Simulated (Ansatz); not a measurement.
## What a change does: single-point calculation on Al3GaN4

System: Al3GaN4 (P1, 8 atoms in the cell).
Method of run A: DFT PBEsol, scalar-relativistic, plane waves, PAW, no spin polarisation (Ansatz 0.2.0).

The structure derives from a Materials Project entry. Text and figures count atoms from 1; the logs count them from 0 in places.

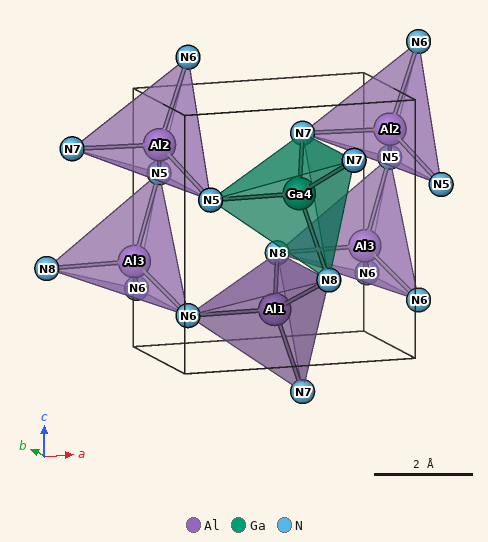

The input geometry (polyhedral view of the cell of the calculation, seen slightly off an axis; polyhedra are completed across the faces of the cell; atoms are numbered from 1 in the order of the input). An atom can appear more than once, as a periodic image.

Input file, run A:
```yaml
crystal:
  lattice:
    - [5.0434079713, 0.0, 0.0001149907]
    - [0.0, 3.1300738974, 0.0]
    - [-0.0032362569, 0.0, 5.4179919474]
  atoms:
    - { symbol: Al, position: [0.5002300423, 0.4919251206, 0.1673295664] }
    - { symbol: Al, position: [0.0009207036, 0.495330558, 0.8348055932] }
    - { symbol: Al, position: [0.001088065, -0.0159740638, 0.3316926342] }
    - { symbol: Ga, position: [0.4994217138, 0.0145197537, 0.6662009016] }
    - { symbol: "N", position: [0.1111724737, -0.0043432048, 0.6663292503] }
    - { symbol: "N", position: [0.1224543238, 0.4848245078, 0.1671578647] }
    - { symbol: "N", position: [0.6251234799, 0.5102617467, 0.8401923551] }
    - { symbol: "N", position: [0.6231881979, -0.0076984699, 0.3262928345] }
basis:
  ecutwfc: 420
kpoints:
  mp_grid: { grid: [6, 8, 4] }
hamiltonian:
  xc: pbesol
scf:
  occupations: { method: gaussian, width: 0.05 }
output:
  forces: true
  stress: true
  eigenvalues: true
```

Launched with:
```bash
ansatz run input.yaml --threads 2 --pin off --max-ram 5120MiB --backend cpu --events-out ev --progress --plain --runs-dir out
```

Hardware: 2 threads of AMD EPYC (Zen 5), 32 GiB of memory available, shared host.

Output, shortened to warnings, some set-up lines, iterations and results (run A):
```
Basis set: ecut = 420 eV, 1681 PW (Γ), exchange–correlation on 72×48×80 points (8 copies of the dense FFT grid, shifted against one another)
Symmetry: 1 space group operations
k-points: 100 of 192 (time reversal used)
Initial density: superposition of atomic densities (neutral atoms: chi_scale 0, normalization atom), corrected by the library's trained network
[...]
SCF iter   1: F=—  HF=-6840.704288 eV  |F-HF|=—  |Δ(HF+E_count)|=         —  Δρ=1.11e-2  dr2=1.10e-1  ethr=1.77e-3  ⟨swp⟩=6.5  Hψ=14403  notcnv=0  defer=19
SCF iter   2: F=—  HF=-6840.672713 eV  |F-HF|=—  |Δ(HF+E_count)|=   3.16e-2  Δρ=1.75e-3  dr2=2.79e-3  ethr=2.62e-4  ⟨swp⟩=2.4  Hψ=5423  notcnv=0  defer=327
SCF iter   3: F=—  HF=-6840.672279 eV  |F-HF|=—  |Δ(HF+E_count)|=   4.34e-4  Δρ=9.19e-4  dr2=7.62e-4  ethr=6.64e-6  ⟨swp⟩=1.7  Hψ=3413  notcnv=0  defer=227
SCF iter   4: F=—  HF=-6840.672145 eV  |F-HF|=—  |Δ(HF+E_count)|=   1.34e-4  Δρ=2.11e-4  dr2=3.62e-5  ethr=1.81e-6  ⟨swp⟩=2.8  Hψ=4696  notcnv=0  defer=227
SCF iter   5: F=—  HF=-6840.671962 eV  |F-HF|=—  |Δ(HF+E_count)|=   1.83e-4  Δρ=9.63e-5  dr2=7.13e-6  ethr=8.62e-8  ⟨swp⟩=2.0  Hψ=4660  notcnv=0  defer=227
SCF iter   6: F=—  HF=-6840.671962 eV  |F-HF|=—  |Δ(HF+E_count)|=   6.38e-8  Δρ=2.84e-5  dr2=8.52e-7  ethr=1.70e-8  ⟨swp⟩=2.1  Hψ=4526  notcnv=0  defer=227
SCF iter   7: F=-6840.671962 eV  HF=-6840.671962 eV  |F-HF|=3.04e-8  |Δ(HF+E_count)|=   1.46e-7  Δρ=8.69e-6  dr2=6.96e-8  ethr=2.38e-10  ⟨swp⟩=7.7  Hψ=13462  notcnv=0
SCF 1 converged in 7 iterations: F = -6840.671962 eV  dr2 = 6.96e-8
SCF converged after 7 iterations
Free energy (F): -6840.671962 eV
Harris-Foulkes:  -6840.671962 eV  (|F-HF|=3.04e-8)
Internal energy: -6840.671962 eV  (E = F + TS)
E sigma→0 (E₀):  -6840.671962 eV
Fermi energy:    9.412408 eV
--- Per-component energies (eV) ---
  E_band       = 22.527203
  E_kinetic    = 722.814677
  E_local      = -3167.144014  (includes V_loc(G=0)·N_el)
  E_nonlocal   = 642.539953
  E_hartree    = 1393.867261
  E_xc         = -429.720989
  E_vxc        = -456.220441  (∫ρ·V_xc dr)
  E_paw        = -3809.299111  (= ΣΔE_a)
  E_vpaw       = -507.190475  (= ΣTr[D̂ρ^β])
  E_aug_tail   = 0.000301  (compensation charges beyond the density's cutoff)
  E_ewald      = -2194.762830
  E_core_change = 1.032790  (= ΣΔE_core)
  E_smearing   = -0.000000  (= −TS)
  E_closure    = 0.000000  (closes the sum)
  Σ components = -6840.671962   (vs F -6840.671962, Δ=0.00e0)
--- Forces (eV/Å), atoms counted from 1 ---
  atom   1  Al     0.00454703     0.07344165    -0.00427091
  atom   2  Al    -0.00152681     0.04225221     0.00696005
  atom   3  Al    -0.00041011     0.14534340     0.00389418
  atom   4  Ga    -0.00753909    -0.34120545    -0.01732590
  atom   5  N      0.00674931     0.02052606    -0.00483074
  atom   6  N     -0.00181325     0.07181236    -0.00582730
  atom   7  N      0.00293846    -0.04896715     0.01221781
  atom   8  N     -0.00292260     0.03679358     0.00920315
  max |Σ_I F_I| component: 2.29e-5 eV/Å
--- Stress (GPa, compression-positive) ---
       -0.009769       0.161063       0.011682
        0.161057      -0.040175       0.132934
        0.011662       0.132925       0.010875
  P = ⅓ Tr σ = -0.0130 GPa (-0.130 kbar)
```

Run B used a changed input.

The two runs side by side:

| quantity | run A | run B |
| --- | --- | --- |
| outcome | converged | converged |
| free energy per atom (eV) | −855.0840 | −852.1927 |
| gap on the mesh (eV) | 3.47 | 2.84 |
| pressure (GPa) | −0.01 | 12.21 |
| largest force (eV/Å) | 0.342 | 0.171 |
| SCF iterations | 7 | 9 |
| irreducible k-points | 100 | 100 |
| plane waves at Γ | 1681 | 561 |
| wall time (shared host) | 3.5 s | 1.8 s |

Which change of the input explains these differences?

The change (lines with − go, lines with + come):
```diff
-  ecutwfc: 420
+  ecutwfc: "200 eV"
```

The free energy of run B is 2891.3 meV per atom higher, which measures how much it depends on this numerical setting. The gap on the mesh goes from 3.47 to 2.84 eV. The pressure goes from −0.01 to 12.21 GPa. The largest force goes from 0.342 to 0.171 eV/Å. More plane waves can only lower the energy of a fixed Hamiltonian, so the higher cutoff gives the lower value. The SCF takes 9 iterations against 7. The plane waves at Γ go from 1681 to 561.

Output, shortened to warnings, some set-up lines, iterations and results (run B):
```
Warning: basis.ecutwfc = 200 eV is below the records' recommended 420 eV, and the density's cutoff is lower with it unless basis.ecutrho_ratio is high enough to keep the records' density cutoff: compare with a run at a higher cutoff
Basis set: ecut = 200 eV, 561 PW (Γ), exchange–correlation on 48×30×50 points (8 copies of the dense FFT grid, shifted against one another)
Symmetry: 1 space group operations
k-points: 100 of 192 (time reversal used)
Initial density: superposition of atomic densities (neutral atoms: chi_scale 0, normalization atom), corrected by the library's trained network
[...]
SCF iter   1: F=—  HF=-6820.771698 eV  |F-HF|=—  |Δ(HF+E_count)|=         —  Δρ=8.66e-2  dr2=3.44e0  ethr=1.77e-3  ⟨swp⟩=6.3  Hψ=14028  notcnv=0  defer=11
SCF iter   2: F=—  HF=-6817.651379 eV  |F-HF|=—  |Δ(HF+E_count)|=    3.12e0  Δρ=2.59e-2  dr2=1.92e-1  ethr=1.77e-3  ⟨swp⟩=2.6  Hψ=6428  notcnv=0  defer=313
SCF iter   3: F=—  HF=-6817.551121 eV  |F-HF|=—  |Δ(HF+E_count)|=   1.00e-1  Δρ=1.14e-2  dr2=5.51e-2  ethr=4.56e-4  ⟨swp⟩=2.0  Hψ=5174  notcnv=0  defer=313
SCF iter   4: F=—  HF=-6817.540228 eV  |F-HF|=—  |Δ(HF+E_count)|=   1.09e-2  Δρ=2.11e-3  dr2=3.49e-3  ethr=1.31e-4  ⟨swp⟩=2.0  Hψ=4274  notcnv=0  defer=313
SCF iter   5: F=—  HF=-6817.539046 eV  |F-HF|=—  |Δ(HF+E_count)|=   1.18e-3  Δρ=5.17e-4  dr2=2.48e-4  ethr=8.31e-6  ⟨swp⟩=2.0  Hψ=4585  notcnv=0  defer=213
SCF iter   6: F=—  HF=-6817.538992 eV  |F-HF|=—  |Δ(HF+E_count)|=   5.33e-5  Δρ=1.77e-4  dr2=1.46e-5  ethr=5.92e-7  ⟨swp⟩=2.0  Hψ=4695  notcnv=0  defer=213
SCF iter   7: F=—  HF=-6817.541703 eV  |F-HF|=—  |Δ(HF+E_count)|=   2.71e-3  Δρ=7.31e-5  dr2=4.51e-6  ethr=3.48e-8  ⟨swp⟩=2.0  Hψ=4858  notcnv=0  defer=213
SCF iter   8: F=—  HF=-6817.541702 eV  |F-HF|=—  |Δ(HF+E_count)|=   1.03e-6  Δρ=2.34e-5  dr2=3.61e-7  ethr=1.07e-8  ⟨swp⟩=2.1  Hψ=3884  notcnv=0  defer=213
SCF iter   9: F=-6817.541702 eV  HF=-6817.541702 eV  |F-HF|=6.72e-8  |Δ(HF+E_count)|=   9.20e-8  Δρ=1.03e-5  dr2=9.20e-8  ethr=2.38e-10  ⟨swp⟩=9.6  Hψ=11419  notcnv=0
SCF 1 converged in 9 iterations: F = -6817.541702 eV  dr2 = 9.20e-8
SCF converged after 9 iterations
Free energy (F): -6817.541702 eV
Harris-Foulkes:  -6817.541702 eV  (|F-HF|=6.72e-8)
Internal energy: -6817.541702 eV  (E = F + TS)
E sigma→0 (E₀):  -6817.541702 eV
Fermi energy:    9.271575 eV
--- Per-component energies (eV) ---
  E_band       = -19.970729
  E_kinetic    = 748.298409
  E_local      = -3135.161550  (includes V_loc(G=0)·N_el)
  E_nonlocal   = 656.649088
  E_hartree    = 1384.406722
  E_xc         = -439.879047
  E_vxc        = -469.318295  (∫ρ·V_xc dr)
  E_paw        = -3838.100771  (= ΣΔE_a)
  E_vpaw       = -589.226915  (= ΣTr[D̂ρ^β])
  E_aug_tail   = -0.024512  (compensation charges beyond the density's cutoff)
  E_ewald      = -2194.762830
  E_core_change = 1.032790  (= ΣΔE_core)
  E_smearing   = -0.000000  (= −TS)
  E_closure    = -0.000000  (closes the sum)
  Σ components = -6817.541702   (vs F -6817.541702, Δ=0.00e0)
--- Forces (eV/Å), atoms counted from 1 ---
  atom   1  Al    -0.05365748     0.04376434     0.08532931
  atom   2  Al     0.12425477     0.01664965    -0.03807615
  atom   3  Al     0.06608701     0.13143303     0.03153907
  atom   4  Ga     0.03330657    -0.16127818    -0.04567807
  atom   5  N     -0.07091500     0.01179293     0.00009444
  atom   6  N     -0.01844343     0.06287600    -0.00804489
  atom   7  N     -0.07072314    -0.11503226     0.02161611
  atom   8  N     -0.01213782     0.00987226    -0.04696797
  max |Σ_I F_I| component: 2.23e-3 eV/Å
--- Stress (GPa, compression-positive) ---
       11.034345       0.159303      -0.088875
        0.159296      13.043826       0.033089
       -0.088901       0.033079      12.563918
  P = ⅓ Tr σ = 12.2140 GPa (122.140 kbar)
```

For run B: These settings are looser than, or depart from, a standard set-up, so the numbers are not reference values for this system. Warnings: the cutoff is below the recommended one. So coarse a mesh can miss the band edges, so the true gap of this method can be much smaller, or zero.
